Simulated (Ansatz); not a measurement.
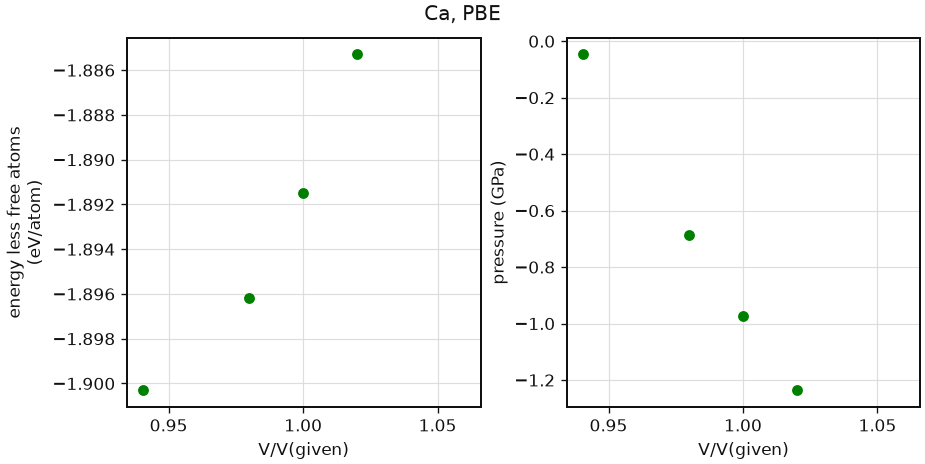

Plotted: energy less free atoms and pressure against V/V(given) for Ca, space group Im-3m (No. 229).

Cell as given: a = 3.880 Å, b = 3.880 Å, c = 3.880 Å, α = 109.47°, β = 109.47°, γ = 109.47°; 1 atom.

Calculation (Ansatz 0.2.0): periodic Kohn-Sham DFT of a crystal at fixed atoms, scaled to the stated factor times the given cell; pressure positive in compression, energy less spherical unpolarised free atoms. Level: PBE.

method all-electron LAPW; relativity scalar; k mesh 10×10×10; occupations Fermi–Dirac; smearing width 0.05 eV; basis error target 0.25 (meV/atom); nucleus Gaussian.

V(given) is 44.96 Å³/atom.

The point at V/V(given) 1.060 is left out of the plot. What does the calculation give there?

```json
{"V/V(given)": "1.060", "energy less free atoms (eV/atom)": "-1.8688", "pressure (GPa)": "-1.700"}
```

Keep in mind: the volumes run don't bracket the minimum of the energy, so any equilibrium value is extrapolated.
